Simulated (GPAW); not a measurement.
# How ZrC absorbs and reflects light, part 2 of 2

Aim: the dielectric function of ZrC, and the optical constants that follow from it. The cell comes from an older database entry, whose edges can differ from later determinations, mostly by under a per cent.

GPAW 26.7.0; DFT, PBE, plane-wave PAW (GPAW data sets), scalar-relativistic, RPA, optical limit.

So far. Step 2 (Ground state): There are states at the Fermi level within the smearing, so the occupations stay smeared and the carriers get a Drude term.

The database entry behind the starting cell differs from later determinations by our own check (an axis about 0.7 % long against later determinations), so it need not match the best structure at ambient conditions.

## Step 4: Dielectric function, RPA (continued)

Sum at mesh points, not converged in k. The Im ε, E ∥ x by photon energy; read off at these points:

```
photon energy (eV)  Im ε, E ∥ x
               1.0         28.7
               2.0         15.6
               3.0         10.5
               3.3         11.7
               4.0         9.46
               5.0         8.40
               6.0         8.85
               7.0         6.74
               7.6         8.70
               8.0         5.43
               9.0         4.60
              10.0         5.05
              11.0         2.35
              12.0         1.32
              13.0         1.33
```

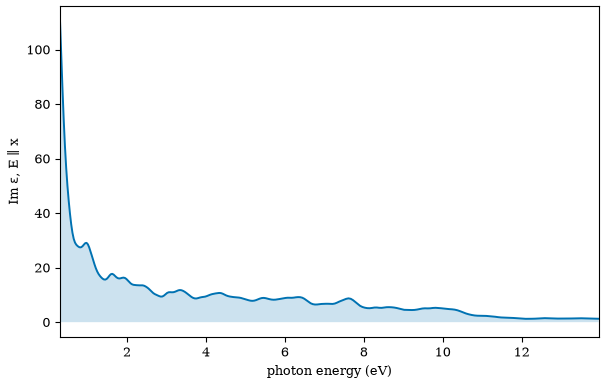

Im ε, E ∥ x against photon energy.

Values under 1 per cm are given as 1; sum at mesh points, not converged in k. Table of absorption coefficient, E ∥ x by photon energy:

```csv
photon energy (eV),"absorption coefficient, E ∥ x (1/cm)"
1.01,3.9e5
1.99,5.2e5
3.02,5.7e5
3.98,7.1e5
4.98,9.7e5
6.02,1.2e6
6.99,1.3e6
8.03,1.6e6
9.02,1.6e6
10.03,2.0e6
11.03,1.9e6
12.02,1.6e6
13.00,1.4e6
```

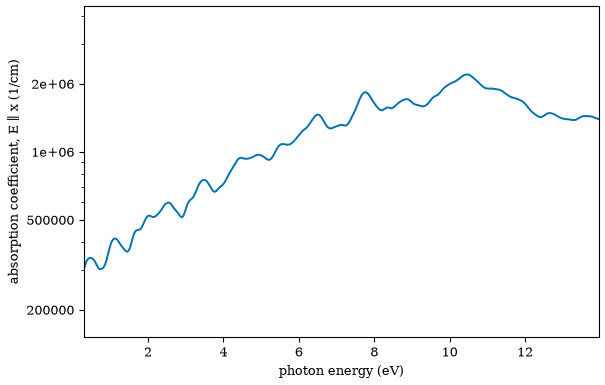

Absorption coefficient, E ∥ x, plotted against photon energy.

Sum at mesh points, not converged in k. The Im ε, E ∥ x by photon energy; read off at these points:

```csv
photon energy (eV),without local fields,with local fields
1.0,28.8,28.7
2.0,15.7,15.6
3.0,10.6,10.5
3.3,11.7,11.7
4.0,9.53,9.46
5.0,8.41,8.40
6.0,8.85,8.85
7.0,6.71,6.74
8.0,5.36,5.43
9.0,4.55,4.60
10.0,5.07,5.05
11.0,2.52,2.35
12.0,1.51,1.32
13.0,1.65,1.33
```

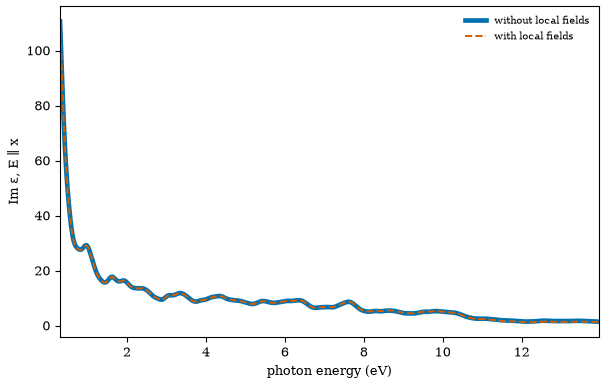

Im ε, E ∥ x against photon energy.

Sum at mesh points, not converged in k. Loss function −Im 1/ε at q → 0, E ∥ x against energy loss; read off at these points:

| energy loss (eV) | loss function −Im 1/ε at q → 0, E ∥ x |
| --- | --- |
| 1.0 | 0.0348 |
| 2.0 | 0.0621 |
| 3.0 | 0.0783 |
| 4.0 | 0.0905 |
| 5.0 | 0.117 |
| 6.0 | 0.110 |
| 7.0 | 0.148 |
| 8.0 | 0.156 |
| 9.0 | 0.191 |
| 9.3 | 0.209 |
| 10.0 | 0.165 |
| 11.0 | 0.203 |
| 12.0 | 0.315 |
| 13.0 | 0.571 |

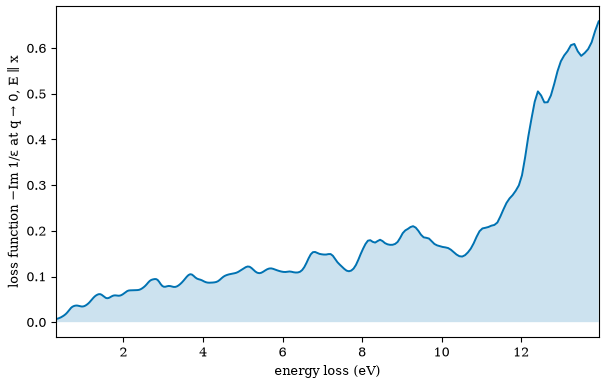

Loss function −Im 1/ε at q → 0, E ∥ x against energy loss.

The reflectivity at normal incidence, E ∥ x has structure finer than the step of the table below, so its rows give means over 1 eV, whole bins alone (the curve runs from 0.305 to 14.0 eV). Peaks (eV: height): 3.4: 41.0, 4.4: 39.9, 6.5: 43.0, 7.8: 47.8, 8.9: 41.4, 10.7: 56.6.

Sum at mesh points, not converged in k. Reflectivity at normal incidence, E ∥ x against photon energy; means over each step:

| photon energy (eV) | reflectivity at normal incidence, E ∥ x (%) |
| --- | --- |
| 1 | 58.8 |
| 2 | 45.7 |
| 3 | 39.2 |
| 4 | 37.3 |
| 5 | 36.5 |
| 6 | 38.1 |
| 7 | 37.1 |
| 8 | 42.2 |
| 9 | 38.4 |
| 10 | 43.9 |
| 11 | 54.3 |
| 12 | 47.8 |
| 13 | 33.9 |

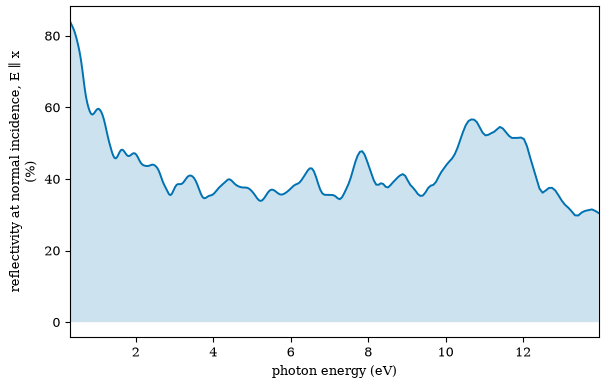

Reflectivity at normal incidence, E ∥ x against photon energy.

From ε follow the optical constants at some laser and lamp lines:

```
wavelength (nm)     n      k  R (%)     1/α
           1550  3.64  3.779   59.3   33 nm
            800  3.41  2.485   46.8   26 nm
            450  2.54  1.959   37.9   18 nm
            405  2.87  1.915   38.4   17 nm
            308  2.67  1.792   36.0   14 nm
            248  2.20  1.906   36.6   10 nm
            193  2.05  2.205   42.1  7.0 nm
```

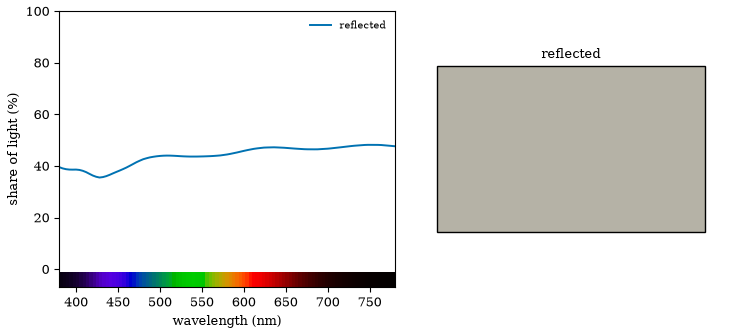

Light reflected across the visible range, with the colour that it makes of daylight (sRGB).

A polished face would reflect 44 % of daylight and look faintly yellow (CIE x = 0.326, y = 0.344 under D65).

## Step 5: Results

At this level (PBE, RPA) ZrC is a metal. The mesh is too coarse to trust the carriers' weight, the reflectivity or the colour to better than tens of per cent. A polished face would reflect 44 % of daylight and look faintly yellow (CIE x = 0.326, y = 0.344 under D65). The carriers' damping of 0.05 eV is typed, not computed; it shapes the response at the lowest energies. In this version of GPAW the matrix elements of the optical limit are incomplete, which can lower ε − 1 by up to a tenth where first-row anions or d states rule, and shift it by more in d metals. GPAW's carrier term has the form −ωp²/(ω + i·rate)², which damps like twice the rate and fails at low energy, so the curves leave the lowest energies out. The sum runs over mesh points 0.14 Å⁻¹ apart with no interpolation, so peaks are partly noise of the mesh, and the Drude plasma energy, a sum over the Fermi surface, isn't converged.

[Machine, clock and banner lines and Python warnings are left out of the logs.]

[Logs are printed without paths, hosts, clocks, repeated set-up lines and the standing remarks that a program may print on its own settings, such as how far it seeks lower states.]

[Hosts, paths, dates, database ids (printed as entryN), source tags and the programs' standing remarks are cut or masked in the printed files.]
